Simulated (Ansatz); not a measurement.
## Single-point calculation, with input and output: Si$_{215}$S (part 1 of 3)

- system: Si$_{215}$S (defect cell, 216 atoms in the cell)
- method: DFT, HSE06, PAW, plane waves (Ansatz 0.2.0)

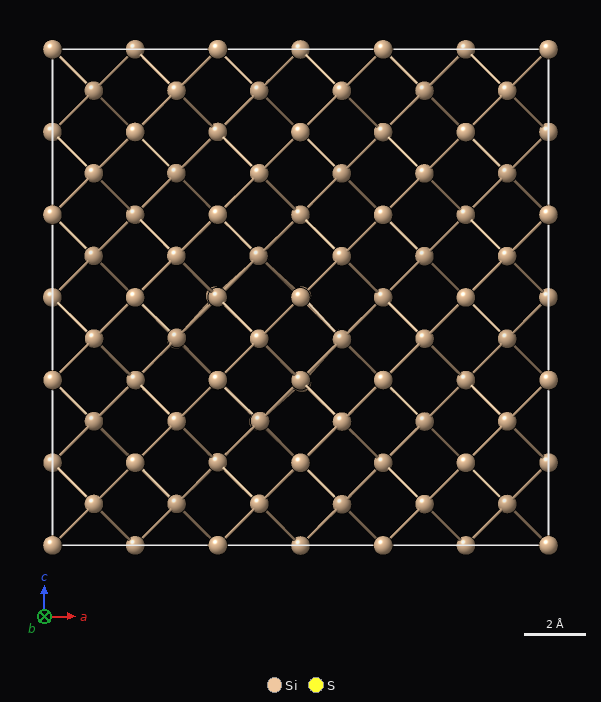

The structure (ball-and-stick view of the cell of the calculation, along the b axis). Near neighbours in the crystal (not all of them lie inside the picture): Si has 4 Si at 2.33 to 2.36 Å; Si has 1 S at 2.39 to 2.46 Å and 3 Si at 2.33 to 2.35 Å; S has 4 Si at 2.39 to 2.46 Å.

The input:
```yaml
crystal:
  lattice:
    - [16.298369, 0.000000, 0.000000]
    - [0.000000, 16.298369, 0.000000]
    - [0.000000, 0.000000, 16.298369]
  atoms:
    - { symbol: Si, position: [0.000021, 0.000106, 0.000005] }
    - { symbol: Si, position: [0.000277, 0.000370, 0.333338] }
    - { symbol: Si, position: [0.999934, 0.000017, 0.666605] }
    - { symbol: Si, position: [0.000274, 0.333439, 0.000267] }
    - { symbol: Si, position: [0.999772, 0.333356, 0.333257] }
    - { symbol: Si, position: [0.999796, 0.333446, 0.666777] }
    - { symbol: Si, position: [0.999936, 0.666708, 0.999919] }
    - { symbol: Si, position: [0.999795, 0.666879, 0.333345] }
    - { symbol: Si, position: [0.000064, 0.666524, 0.666425] }
    - { symbol: Si, position: [0.333341, 0.000365, 0.000264] }
    - { symbol: Si, position: [0.333265, 0.999847, 0.333247] }
    - { symbol: Si, position: [0.333346, 0.999885, 0.666773] }
    - { symbol: Si, position: [0.333264, 0.333351, 0.999749] }
    - { symbol: Si, position: [0.331828, 0.331899, 0.331805] }
    - { symbol: Si, position: [0.332803, 0.332882, 0.666829] }
    - { symbol: Si, position: [0.333347, 0.666875, 0.999785] }
    - { symbol: Si, position: [0.332802, 0.666927, 0.332782] }
    - { symbol: Si, position: [0.333040, 0.666054, 0.665957] }
    - { symbol: Si, position: [0.666619, 0.000010, 0.999912] }
    - { symbol: Si, position: [0.666787, 0.999884, 0.333337] }
    - { symbol: Si, position: [0.666448, 0.000129, 0.666424] }
    - { symbol: Si, position: [0.666787, 0.333439, 0.999784] }
    - { symbol: Si, position: [0.666848, 0.332876, 0.332780] }
    - { symbol: Si, position: [0.665959, 0.333111, 0.665935] }
    - { symbol: Si, position: [0.666447, 0.666521, 0.000036] }
    - { symbol: Si, position: [0.665962, 0.666035, 0.333017] }
    - { symbol: Si, position: [0.666560, 0.666653, 0.666556] }
    - { symbol: Si, position: [0.083482, 0.083566, 0.083460] }
    - { symbol: Si, position: [0.083882, 0.083973, 0.416957] }
    - { symbol: Si, position: [0.083287, 0.083388, 0.750150] }
    - { symbol: Si, position: [0.083880, 0.417064, 0.083864] }
    - { symbol: Si, position: [0.083045, 0.416769, 0.416659] }
    - { symbol: Si, position: [0.083309, 0.416802, 0.750158] }
    - { symbol: Si, position: [0.083292, 0.750258, 0.083280] }
    - { symbol: Si, position: [0.083311, 0.750265, 0.416692] }
    - { symbol: Si, position: [0.083370, 0.750004, 0.749898] }
    - { symbol: Si, position: [0.416973, 0.083966, 0.083857] }
    - { symbol: Si, position: [0.416667, 0.083133, 0.416648] }
    - { symbol: Si, position: [0.416694, 0.083413, 0.750144] }
    - { symbol: Si, position: [0.416668, 0.416757, 0.083027] }
    - { symbol: Si, position: [0.416441, 0.416550, 0.749877] }
    - { symbol: Si, position: [0.416701, 0.750254, 0.083301] }
    - { symbol: Si, position: [0.416442, 0.749984, 0.416440] }
    - { symbol: Si, position: [0.416546, 0.749794, 0.749683] }
    - { symbol: Si, position: [0.750181, 0.083371, 0.083260] }
    - { symbol: Si, position: [0.750167, 0.083407, 0.416679] }
    - { symbol: Si, position: [0.749911, 0.083468, 0.749885] }
    - { symbol: Si, position: [0.750170, 0.416792, 0.083295] }
    - { symbol: Si, position: [0.749895, 0.416539, 0.416430] }
    - { symbol: Si, position: [0.749681, 0.416649, 0.749662] }
    - { symbol: Si, position: [0.749914, 0.749993, 0.083359] }
    - { symbol: Si, position: [0.749686, 0.749776, 0.416534] }
    - { symbol: Si, position: [0.749998, 0.750095, 0.749983] }
    - { symbol: Si, position: [0.166733, 0.166815, 0.000091] }
    - { symbol: Si, position: [0.167566, 0.167644, 0.333253] }
    - { symbol: Si, position: [0.166542, 0.166642, 0.666647] }
    - { symbol: Si, position: [0.166532, 0.500078, 0.999699] }
    - { symbol: Si, position: [0.165684, 0.500420, 0.332971] }
    - { symbol: Si, position: [0.166847, 0.500031, 0.666516] }
    - { symbol: Si, position: [0.166623, 0.833484, 0.999912] }
    - { symbol: Si, position: [0.166490, 0.833504, 0.333195] }
    - { symbol: Si, position: [0.166688, 0.833299, 0.666506] }
    - { symbol: Si, position: [0.499989, 0.166621, 0.999694] }
    - { symbol: Si, position: [0.500338, 0.165767, 0.332962] }
    - { symbol: Si, position: [0.499962, 0.166925, 0.666508] }
    - { symbol: Si, position: [0.499995, 0.500080, 0.999847] }
    - { symbol: Si, position: [0.503038, 0.503112, 0.327797] }
    - { symbol: Si, position: [0.499877, 0.499966, 0.666595] }
    - { symbol: Si, position: [0.499790, 0.833335, 0.999745] }
    - { symbol: Si, position: [0.499844, 0.833388, 0.333247] }
    - { symbol: Si, position: [0.499822, 0.833323, 0.666511] }
    - { symbol: Si, position: [0.833409, 0.166717, 0.999905] }
    - { symbol: Si, position: [0.833416, 0.166582, 0.333185] }
    - { symbol: Si, position: [0.833227, 0.166772, 0.666502] }
    - { symbol: Si, position: [0.833246, 0.499887, 0.999740] }
    - { symbol: Si, position: [0.833310, 0.499932, 0.333242] }
    - { symbol: Si, position: [0.833231, 0.499919, 0.666506] }
    - { symbol: Si, position: [0.833225, 0.833309, 0.999915] }
    - { symbol: Si, position: [0.833218, 0.833315, 0.333133] }
    - { symbol: Si, position: [0.833261, 0.833340, 0.666511] }
    - { symbol: Si, position: [0.250219, 0.250305, 0.083582] }
    - { symbol: Si, position: [0.250616, 0.250707, 0.418449] }
    - { symbol: Si, position: [0.249687, 0.249788, 0.750347] }
    - { symbol: Si, position: [0.249685, 0.583742, 0.082827] }
    - { symbol: Si, position: [0.249176, 0.583710, 0.415357] }
    - { symbol: Si, position: [0.250096, 0.583183, 0.749899] }
    - { symbol: Si, position: [0.250041, 0.916855, 0.083350] }
    - { symbol: Si, position: [0.249947, 0.916648, 0.416625] }
    - { symbol: Si, position: [0.249972, 0.916709, 0.750003] }
    - { symbol: Si, position: [0.583655, 0.249768, 0.082823] }
    - { symbol: Si, position: [0.583623, 0.249259, 0.415370] }
    - { symbol: Si, position: [0.583091, 0.250189, 0.749902] }
    - { symbol: Si, position: [0.583112, 0.583191, 0.083644] }
    - { symbol: Si, position: [0.582861, 0.582945, 0.417213] }
    - { symbol: Si, position: [0.583314, 0.583415, 0.749923] }
    - { symbol: Si, position: [0.583257, 0.916563, 0.083149] }
    - { symbol: Si, position: [0.583263, 0.916724, 0.416593] }
    - { symbol: Si, position: [0.583228, 0.916698, 0.749875] }
    - { symbol: Si, position: [0.916777, 0.250124, 0.083359] }
    - { symbol: Si, position: [0.916555, 0.250040, 0.416621] }
    - { symbol: Si, position: [0.916613, 0.250073, 0.750004] }
    - { symbol: Si, position: [0.916482, 0.583337, 0.083141] }
    - { symbol: Si, position: [0.916635, 0.583353, 0.416599] }
    - { symbol: Si, position: [0.916606, 0.583326, 0.749870] }
    - { symbol: Si, position: [0.916642, 0.916719, 0.083275] }
    - { symbol: Si, position: [0.916707, 0.916806, 0.416555] }
    - { symbol: Si, position: [0.916613, 0.916704, 0.749920] }
    - { symbol: Si, position: [0.166729, 0.000193, 0.166710] }
    - { symbol: Si, position: [0.166527, 0.999806, 0.499973] }
    - { symbol: Si, position: [0.166616, 0.000019, 0.833379] }
    - { symbol: Si, position: [0.167562, 0.333364, 0.167541] }
    - { symbol: Si, position: [0.165679, 0.333079, 0.500314] }
    - { symbol: Si, position: [0.166483, 0.333302, 0.833400] }
    - { symbol: Si, position: [0.166541, 0.666753, 0.166539] }
    - { symbol: Si, position: [0.166844, 0.666620, 0.499925] }
    - { symbol: Si, position: [0.166680, 0.666614, 0.833198] }
    - { symbol: Si, position: [0.499984, 0.999800, 0.166513] }
    - { symbol: Si, position: [0.499992, 0.999953, 0.499975] }
    - { symbol: Si, position: [0.499785, 0.999857, 0.833229] }
    - { symbol: Si, position: [0.500332, 0.333071, 0.165662] }
    - { symbol: Si, position: [0.503014, 0.327916, 0.502997] }
    - { symbol: Si, position: [0.499835, 0.333355, 0.833284] }
    - { symbol: Si, position: [0.499951, 0.666612, 0.166823] }
    - { symbol: Si, position: [0.499871, 0.666697, 0.499860] }
    - { symbol: Si, position: [0.499817, 0.666620, 0.833217] }
    - { symbol: Si, position: [0.833402, 0.000013, 0.166610] }
    - { symbol: Si, position: [0.833238, 0.999852, 0.499780] }
    - { symbol: Si, position: [0.833219, 0.000023, 0.833202] }
    - { symbol: Si, position: [0.833414, 0.333295, 0.166472] }
    - { symbol: Si, position: [0.833305, 0.333351, 0.499825] }
    - { symbol: Si, position: [0.833209, 0.333241, 0.833204] }
    - { symbol: Si, position: [0.833221, 0.666609, 0.166669] }
    - { symbol: Si, position: [0.833228, 0.666614, 0.499811] }
    - { symbol: Si, position: [0.833255, 0.666622, 0.833235] }
    - { symbol: Si, position: [0.250220, 0.083676, 0.250201] }
    - { symbol: Si, position: [0.249685, 0.082927, 0.583639] }
    - { symbol: Si, position: [0.250038, 0.083450, 0.916752] }
    - { symbol: Si, position: [0.250623, 0.418544, 0.250607] }
    - { symbol: Si, position: [0.249176, 0.415455, 0.583613] }
    - { symbol: Si, position: [0.249948, 0.416725, 0.916544] }
    - { symbol: Si, position: [0.249692, 0.750447, 0.249684] }
    - { symbol: Si, position: [0.250101, 0.749994, 0.583078] }
    - { symbol: Si, position: [0.249976, 0.750100, 0.916604] }
    - { symbol: Si, position: [0.583656, 0.082920, 0.249664] }
    - { symbol: Si, position: [0.583118, 0.083736, 0.583093] }
    - { symbol: Si, position: [0.583257, 0.083247, 0.916464] }
    - { symbol: Si, position: [0.583623, 0.415463, 0.249159] }
    - { symbol: Si, position: [0.582859, 0.417307, 0.582841] }
    - { symbol: Si, position: [0.583266, 0.416695, 0.916621] }
    - { symbol: Si, position: [0.583093, 0.749994, 0.250088] }
    - { symbol: Si, position: [0.583315, 0.750020, 0.583310] }
    - { symbol: Si, position: [0.583232, 0.749970, 0.916599] }
    - { symbol: Si, position: [0.916775, 0.083456, 0.250019] }
    - { symbol: Si, position: [0.916485, 0.083242, 0.583233] }
    - { symbol: Si, position: [0.916642, 0.083373, 0.916616] }
    - { symbol: Si, position: [0.916558, 0.416721, 0.249935] }
    - { symbol: Si, position: [0.916634, 0.416699, 0.583249] }
    - { symbol: Si, position: [0.916706, 0.416654, 0.916696] }
    - { symbol: Si, position: [0.916616, 0.750104, 0.249969] }
    - { symbol: Si, position: [0.916611, 0.749966, 0.583221] }
    - { symbol: Si, position: [0.916615, 0.750016, 0.916601] }
    - { symbol: Si, position: [0.000122, 0.166818, 0.166717] }
    - { symbol: Si, position: [0.999713, 0.166622, 0.499972] }
    - { symbol: Si, position: [0.999925, 0.166721, 0.833385] }
    - { symbol: Si, position: [0.999712, 0.500073, 0.166518] }
    - { symbol: Si, position: [0.999866, 0.500085, 0.499984] }
    - { symbol: Si, position: [0.999748, 0.499884, 0.833238] }
    - { symbol: Si, position: [0.999929, 0.833484, 0.166619] }
    - { symbol: Si, position: [0.999749, 0.833341, 0.499780] }
    - { symbol: Si, position: [0.999922, 0.833312, 0.833211] }
    - { symbol: Si, position: [0.333271, 0.167636, 0.167536] }
    - { symbol: Si, position: [0.332984, 0.165763, 0.500318] }
    - { symbol: Si, position: [0.333198, 0.166582, 0.833397] }
    - { symbol: Si, position: [0.332984, 0.500417, 0.165661] }
    - { symbol: Si, position: [0.327778, 0.503170, 0.503074] }
    - { symbol: Si, position: [0.333250, 0.499936, 0.833293] }
    - { symbol: Si, position: [0.333201, 0.833496, 0.166477] }
    - { symbol: Si, position: [0.333253, 0.833395, 0.499831] }
    - { symbol: Si, position: [0.333139, 0.833320, 0.833216] }
    - { symbol: Si, position: [0.666677, 0.166616, 0.166514] }
    - { symbol: Si, position: [0.666534, 0.166928, 0.499939] }
    - { symbol: Si, position: [0.666522, 0.166772, 0.833198] }
    - { symbol: Si, position: [0.666533, 0.500032, 0.166829] }
    - { symbol: Si, position: [0.666617, 0.499963, 0.499866] }
    - { symbol: Si, position: [0.666518, 0.499913, 0.833211] }
    - { symbol: Si, position: [0.666523, 0.833295, 0.166673] }
    - { symbol: Si, position: [0.666518, 0.833311, 0.499810] }
    - { symbol: Si, position: [0.666518, 0.833343, 0.833242] }
    - { symbol: Si, position: [0.083604, 0.250313, 0.250209] }
    - { symbol: Si, position: [0.082832, 0.249785, 0.583633] }
    - { symbol: Si, position: [0.083367, 0.250130, 0.916760] }
    - { symbol: Si, position: [0.082832, 0.583737, 0.249681] }
    - { symbol: Si, position: [0.083673, 0.583191, 0.583090] }
    - { symbol: Si, position: [0.083158, 0.583343, 0.916465] }
    - { symbol: Si, position: [0.083366, 0.916863, 0.250029] }
    - { symbol: Si, position: [0.083162, 0.916566, 0.583238] }
    - { symbol: Si, position: [0.083289, 0.916723, 0.916621] }
    - { symbol: Si, position: [0.418455, 0.250697, 0.250594] }
    - { symbol: Si, position: [0.415383, 0.249256, 0.583606] }
    - { symbol: Si, position: [0.416635, 0.250037, 0.916536] }
    - { symbol: Si, position: [0.415378, 0.583705, 0.249154] }
    - { symbol: Si, position: [0.417221, 0.582961, 0.582859] }
    - { symbol: Si, position: [0.416608, 0.583351, 0.916624] }
    - { symbol: Si, position: [0.416638, 0.916638, 0.249934] }
    - { symbol: Si, position: [0.416605, 0.916727, 0.583246] }
    - { symbol: Si, position: [0.416571, 0.916806, 0.916700] }
    - { symbol: Si, position: [0.750361, 0.249772, 0.249666] }
    - { symbol: Si, position: [0.749922, 0.250183, 0.583077] }
    - { symbol: Si, position: [0.750012, 0.250063, 0.916604] }
    - { symbol: Si, position: [0.749920, 0.583177, 0.250080] }
    - { symbol: Si, position: [0.749930, 0.583417, 0.583310] }
    - { symbol: Si, position: [0.749887, 0.583318, 0.916579] }
    - { symbol: Si, position: [0.750012, 0.916706, 0.249958] }
    - { symbol: Si, position: [0.749889, 0.916683, 0.583212] }
    - { symbol: Si, position: [0.749938, 0.916696, 0.916592] }
    - { symbol: S, position: [0.416522, 0.416615, 0.416528] }
  symmetry: { detect: false }
kpoints:
  mp_grid: { grid: [1, 1, 1], shift: [0.25, 0.25, 0.25] }
hamiltonian:
  xc: hse06
scf:
  occupations: { method: fermi_dirac, width: 0.01 }
output:
  forces: true
  eigenvalues: true
  populations: true
  eigenstates: { kpoints: [[0.25, 0.25, 0.25]], e_range: [-6.0, 6.0], localisation: true }
```

Hardware: 1 × NVIDIA GB300 Max-Q, 8 threads of Arm Neoverse-V2, 125 GiB of memory available, shared host.

Run as:
```bash
ansatz run in.yaml --threads 8 --pin off --max-ram 118750MiB --runs-dir r --events-out ev --progress --plain --backend cuda --devices 0,
```

Output:
```
Pseudopotentials: kind: paw
Functional definition: HSE06
  parameter a = 0.25
  parameter omega = 0.11/bohr
  exchange = pbe_x - a*pbe_x_sr(omega) + a*exact_x_sr(omega)
  correlation = pbe_c
Crystal: 216 atoms, lattice volume = 4329.447 Å³
Basis set: ecut = 420 eV, 84727 PW (Γ), exchange–correlation on 240×240×240 points (8 copies of the dense FFT grid, shifted against one another)
Bands: 649, of which v1, the nominal top of the filled ones, is band 433 counted from 1 (432 counted from 0)
Symmetry: 1 space group operations
k-points: 1
Non-local potential: Si, projectors of the file, l = 0: 2, l = 1: 2, l = 2: 2
Non-local potential: S, projectors of the file, l = 0: 2, l = 1: 2, l = 2: 2
PAW form: soft (Blöchl's): semilocal exchange-correlation on the pseudo side does not see the compensation charge
PAW frozen core: Si, regenerated for the run's functional, and the local potential with it (the file was generated under x = pbe(κ = 0.804, μ = 0.2195149727645171), c = pbe(β = 0.06672455060314922))
PAW frozen core: S, regenerated for the run's functional, and the local potential with it (the file was generated under x = pbe(κ = 0.804, μ = 0.2195149727645171), c = pbe(β = 0.06672455060314922))
PAW one-centre angular grid: Si, 110 points (default); XC on 64 Gauss nodes
PAW one-centre angular grid: S, 110 points (default); XC on 64 Gauss nodes
Initial density: superposition of atomic densities (neutral atoms: chi_scale 0, normalization atom), corrected by the library's trained network
Initial wavefunctions: pseudopotential atomic-orbital guess
Functional: x = pbe(κ = 0.804, μ = 0.2195149727645171), c = pbe(β = 0.06672455060314922), warm-up for x = pbe(κ = 0.804, μ = 0.2195149727645171) + 0.25 (exact − pbe) at short range (hse, ω = 0.20786987370883472 Å⁻¹), c = pbe(β = 0.06672455060314922); HSE06 as pw.x's `hse` composes it (authors' and Libxc's form: `xc: wpbeh`)
```
